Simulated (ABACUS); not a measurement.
# Band-structure run of LiF (part 2 of 2)

LiF (Fm-3m, 2 atoms in the cell); Kohn-Sham DFT of a periodic cell, LDA, PseudoDojo NC SR 0.4.1 LDA stringent, no spin polarisation (ABACUS 3.10.1); cutoff 1360.57 eV, 10×10×10 k-mesh, fermi-dirac of 0.05 eV. The structure derives from an entry of the Crystallography Open Database.

Geometry of the input (Å; fractional positions):
```
0.0000  2.0140  2.0140
2.0140  0.0000  2.0140
2.0140  2.0140  0.0000
F  0.5000  0.5000  0.5000
Li 0.0000  0.0000  0.0000
```

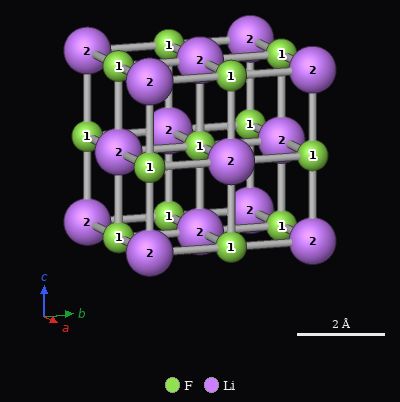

*The structure as given in the input (ball-and-stick view of the cell 4 times as large as that of the calculation, set on its symmetry axes, seen slightly off an axis; atoms are numbered from 1 in the order of the input).*

### Output, continued
```
 SETUP SEARCHING RADIUS FOR PROGRAM TO SEARCH ADJACENT ATOMS
                  longest orb rcut (Bohr) = 8
   longest nonlocal projector rcut (Bohr) = 1.62
                     search radius (Bohr) = 19.2
              searching radius is (Bohr)) = 19.2
         searching radius unit is (Bohr)) = 1.89
                         PeriodicBoundary = 1
                        Radius(unit:lat0) = 10.2
                                   glayer = [ 6, 6, 6 ]
                             glayer_minus = [ 5, 5, 5 ]

Find the coordinate range of the input atom(unit:lat0).
                                  min_tau = [ -20.1, -20.1, -20.1 ]
                                  max_tau = [ 22.2, 22.2, 22.2 ]
                                BoxNumber = [ 11, 11, 11 ]

 SETUP EXTENDED REAL SPACE GRID FOR GRID INTEGRATION
                          real space grid = [ 36, 36, 36 ]
                 big cell numbers in grid = [ 12, 12, 12 ]
             meshcell numbers in big cell = [ 3, 3, 3 ]
                        extended fft grid = [ 22, 22, 22 ]
                dimension of extened grid = [ 57, 57, 57 ]
                            UnitCellTotal = 125
              Atom number in sub-FFT-grid = 2
    Local orbitals number in sub-FFT-grid = 19
                                ParaV.nnr = 12246
                                 init_chg = atomic

 LCAO ALGORITHM --------------- ION=   1  ELEC=   1--------------------------------

 Density error is 0.088201938537
----------------------------------------------------------
     Energy           Rydberg                 eV
----------------------------------------------------------
 E_KohnSham     -63.8057817777       -868.1221975212
 E_Harris       -62.0720054456       -844.5329603472
 E_Fermi        0.2996161041         4.0764862286
----------------------------------------------------------

 LCAO ALGORITHM --------------- ION=   1  ELEC=   2--------------------------------

 Density error is 0.0481904118291
----------------------------------------------------------
     Energy           Rydberg                 eV
----------------------------------------------------------
 E_KohnSham     -63.8377415303       -868.5570322633
 E_Harris       -64.9448282840       -883.6197202945
 E_Fermi        0.3007995352         4.0925876346
----------------------------------------------------------

 LCAO ALGORITHM --------------- ION=   1  ELEC=   3--------------------------------

 Density error is 0.0140551876509
----------------------------------------------------------
     Energy           Rydberg                 eV
----------------------------------------------------------
 E_KohnSham     -63.8439383575       -868.6413444234
 E_Harris       -63.9296741804       -869.8078401363
 E_Fermi        0.2885461106         3.9258712404
----------------------------------------------------------

 LCAO ALGORITHM --------------- ION=   1  ELEC=   4--------------------------------

 Density error is 0.000952982563559
----------------------------------------------------------
     Energy           Rydberg                 eV
----------------------------------------------------------
 E_KohnSham     -63.8440005752       -868.6421909375
 E_Harris       -63.8614984146       -868.8802612562
 E_Fermi        0.2819123497         3.8356142922
----------------------------------------------------------

 LCAO ALGORITHM --------------- ION=   1  ELEC=   5--------------------------------

 Density error is 0.000308797023778
----------------------------------------------------------
     Energy           Rydberg                 eV
----------------------------------------------------------
 E_KohnSham     -63.8440035356       -868.6422312165
 E_Harris       -63.8385806569       -868.5684491661
 E_Fermi        0.2824086690         3.8423670632
----------------------------------------------------------

 LCAO ALGORITHM --------------- ION=   1  ELEC=   6--------------------------------

 Density error is 3.37647136541e-05
----------------------------------------------------------
     Energy           Rydberg                 eV
----------------------------------------------------------
 E_KohnSham     -63.8440037445       -868.6422340590
 E_Harris       -63.8446653856       -868.6512361480
 E_Fermi        0.2823191999         3.8411497737
----------------------------------------------------------

 LCAO ALGORITHM --------------- ION=   1  ELEC=   7--------------------------------

 Density error is 2.7271736834e-07
----------------------------------------------------------
     Energy           Rydberg                 eV
----------------------------------------------------------
 E_KohnSham     -63.8440037471       -868.6422340936
 E_Harris       -63.8439987156       -868.6421656364
 E_Fermi        0.2823236293         3.8412100392
----------------------------------------------------------

 LCAO ALGORITHM --------------- ION=   1  ELEC=   8--------------------------------

 Density error is 8.99293931538e-08
----------------------------------------------------------
     Energy           Rydberg                 eV
----------------------------------------------------------
 E_KohnSham     -63.8440037471       -868.6422340936
 E_KS(sigma->0) -63.8440037471       -868.6422340936
 E_Harris       -63.8440021099       -868.6422118187
 E_band         -8.7453885926        -118.9871160837
 E_one_elec     -25.3654762854       -345.1150099656
 E_Hartree      16.6886400205        227.0605961495
 E_xc           -14.2188908446       -193.4579347272
 E_Ewald        -40.9482766375       -557.1298855503
 E_entropy(-TS) 0.0000000000         0.0000000000
 E_descf        0.0000000000         0.0000000000
 E_exx          0.0000000000         0.0000000000
 E_Fermi        0.2823235148         3.8412084813
----------------------------------------------------------

 charge density convergence is achieved
 final etot is -868.64223409 eV
 EFERMI = 3.8412084813 eV
The vacuum level is 3.6532461862 eV

 STATE ENERGY(eV) AND OCCUPATIONS    NSPIN == 1
 1/47 kpoint (Cartesian) = 0.0000 0.0000 0.0000 (458 pws)
       1       -39.1719     0.00200000
       2       -18.9525     0.00200000
       3       0.564683     0.00200000
       4       0.564683     0.00200000
       5       0.564683     0.00200000
       6        9.52362    8.79541e-53
       7        24.6377        0.00000
       8        24.6377        0.00000
       9        24.6377        0.00000
      10        29.4437        0.00000
      11        29.4437        0.00000
      12        29.4437        0.00000
      13        36.5406        0.00000
      14        36.5406        0.00000
      15        55.5044        0.00000

 2/47 kpoint (Cartesian) = 0.024826 0.024826 0.024826 (471 pws)
       1       -39.1650      0.0160000
       2       -18.9127      0.0160000
       3       0.270149      0.0160000
       4       0.542906      0.0160000
       5       0.542906      0.0160000
       6        9.81388    2.11896e-54
       7        22.8808        0.00000
       8        23.5885        0.00000
       9        23.5885        0.00000
      10        30.5764        0.00000
      11        30.5764        0.00000
      12        31.4615        0.00000
      13        37.8042        0.00000
      14        37.8042        0.00000
      15        52.2240        0.00000

 3/47 kpoint (Cartesian) = 0.049652 0.049652 0.049652 (470 pws)
       1       -39.1476      0.0160000
       2       -18.8058      0.0160000
       3      -0.434470      0.0160000
       4       0.487350      0.0160000
       5       0.487350      0.0160000
       6        10.4374    8.12795e-60
       7        20.3353        0.00000
       8        21.8369        0.00000
       9        21.8369        0.00000
      10        32.9540        0.00000
      11        32.9540        0.00000
      12        34.6879        0.00000
      13        40.8358        0.00000
      14        40.8358        0.00000
      15        49.1741        0.00000

 4/47 kpoint (Cartesian) = 0.074479 0.074479 0.074479 (470 pws)
       1       -39.1263      0.0160000
       2       -18.6677      0.0160000
       3       -1.21422      0.0160000
       4       0.421428      0.0160000
       5       0.421428      0.0160000
       6        10.9232    4.90244e-64
       7        18.6256        0.00000
       8        20.3804        0.00000
       9        20.3804        0.00000
      10        36.0677        0.00000
      11        36.0677        0.00000
      12        37.8449        0.00000
      13        43.7370        0.00000
      14        43.7370        0.00000
      15        48.3170        0.00000

 5/47 kpoint (Cartesian) = 0.099305 0.099305 0.099305 (473 pws)
       1       -39.1094      0.0160000
       2       -18.5502      0.0160000
       3       -1.79812      0.0160000
       4       0.370160      0.0160000
       5       0.370160      0.0160000
       6        11.0457    4.23140e-65
       7        17.8676        0.00000
       8        19.4614        0.00000
       9        19.4614        0.00000
      10        39.5588        0.00000
      11        39.5588        0.00000
      12        40.1786        0.00000
      13        44.4770        0.00000
      14        44.4770        0.00000
      15        51.3265        0.00000

 6/47 kpoint (Cartesian) = 0.12413 0.12413 0.12413 (483 pws)
       1       -39.1032     0.00800000
       2       -18.5033     0.00800000
       3       -2.01466     0.00800000
       4       0.351036     0.00800000
       5       0.351036     0.00800000
       6        11.0322    2.77133e-65
       7        17.6284        0.00000
       8        19.1494        0.00000
       9        19.1494        0.00000
      10        41.1765        0.00000
      11        42.3088        0.00000
      12        42.3088        0.00000
      13        43.1425        0.00000
      14        43.1425        0.00000
      15        54.5161        0.00000

[... levels at 41 further k points ...]

 correction force for each atom along direction 1 is -1.43519e-14
 correction force for each atom along direction 2 is -1.65491e-14
 correction force for each atom along direction 3 is -4.26981e-14
------------------------------------------------------------------------------------------
 TOTAL-FORCE (eV/Angstrom)
------------------------------------------------------------------------------------------
                        F1         0.0000000000         0.0000000000         0.0000000000
                       Li1         0.0000000000         0.0000000000         0.0000000000
------------------------------------------------------------------------------------------

----------------------------------------------------------------
 TOTAL-STRESS (KBAR)
----------------------------------------------------------------
       -60.9978274319        -0.0000000000        -0.0000000000
         0.0000000000       -60.9978274319         0.0000000000
         0.0000000000        -0.0000000000       -60.9978274319
----------------------------------------------------------------
 TOTAL-PRESSURE: -60.997827 KBAR

 --------------------------------------------
 !FINAL_ETOT_IS -868.6422340935564534 eV
 --------------------------------------------
```

### File mulliken.txt
```
 0
CALCULATE THE MULLIkEN ANALYSIS FOR EACH ATOM
 Total charge:	10
Decomposed Mulliken populations
0                              Zeta of F              Spin 1
s                                      0              2.0204
s                                      1             -0.0367
SUM OVER M+Zeta                                       1.9837

pz                                     0              1.8392
px                                     0              1.8548
py                                     0              1.9423
SUM OVER M                                            5.6363
pz                                     1              0.0087
px                                     1              0.0022
py                                     1             -0.0045
SUM OVER M                                            0.0064
SUM OVER M+Zeta                                       5.6427

dz^2                                   0              0.0006
dxz                                    0             -0.0001
dyz                                    0              0.0002
dx^2-y^2                               0             -0.0001
dxy                                    0              0.0011
SUM OVER M                                            0.0017
SUM OVER M+Zeta                                       0.0017

SUM OVER M+Zeta+L                                     7.6282

Total Charge on atom:                  F              7.6282


1                             Zeta of Li              Spin 1
s                                      0              1.9828
s                                      1              0.0860
s                                      2             -0.0174
SUM OVER M+Zeta                                       2.0514

pz                                     0              0.1356
px                                     0              0.1376
py                                     0              0.0472
SUM OVER M                                            0.3204
SUM OVER M+Zeta                                       0.3204

SUM OVER M+Zeta+L                                     2.3718

Total Charge on atom:                 Li              2.3718
```

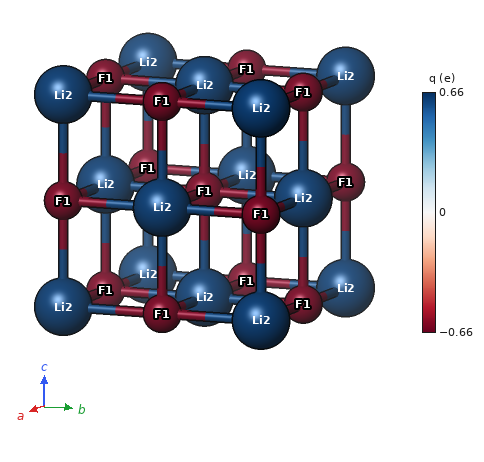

*Mulliken charges, as the colour of each atom (ball-and-stick view of the cell 4 times as large as that of the calculation, set on its symmetry axes, seen slightly off an axis; atoms are numbered from 1 in the order of the input).*

By element: F −0.63 and Li +0.63 e.

### Results in brief

```json
{"quantity": "outcome", "value": "converged"}
{"quantity": "space group (tolerance 0.01 Å)", "value": "Fm-3m (225)"}
{"quantity": "electrons treated", "value": "10"}
{"quantity": "free energy", "value": "−868.6422 eV"}
{"quantity": "Fermi energy of the self-consistent step", "value": "3.841 eV"}
{"quantity": "gap on the k-point mesh", "value": "8.95 eV"}
{"quantity": "pressure", "value": "−6.10 GPa"}
{"quantity": "largest force (length of the vector)", "value": "under 0.001 eV/Å"}
{"quantity": "wall time", "value": "3.6 s (CPU time 13 s)"}
{"quantity": "peak memory", "value": "0.36 GiB"}
```

### Notes

Points of doubt noted for this run: home made orbitals. The cell is under a tension of 6.1 GPa at this level, so it is not at its equilibrium volume.
